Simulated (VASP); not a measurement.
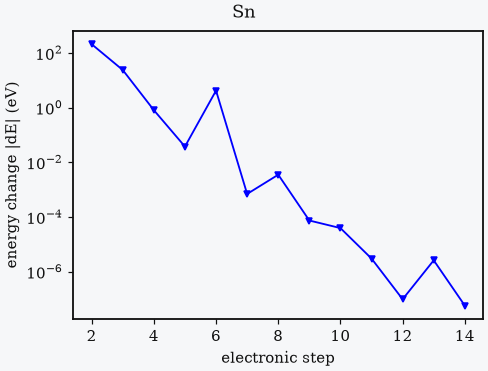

The plot shows the electronic steps of a calculation: energy change |dE|.

Sn (I4_1/amd, 2 atoms in the cell); DFT, r2SCAN, plane waves, PAW (VASP 6.6.1); cutoff 520 eV, 6×6×6 k-mesh, Fermi–Dirac smearing of 0.02 eV.

Was self-consistency reached?

Answer. It converged, after 14 steps. The energy change falls unevenly and jumps up by a factor of two or more 3 times on the way down, most sharply at step 6 (by a factor of about 100). The jump at step 6 comes where the charge density, held fixed for the first 5 steps, starts to be updated.

Read the energy change at the first and at the last step drawn.

Answer. It starts near 200 and ends near 6 × 10⁻⁸ eV.
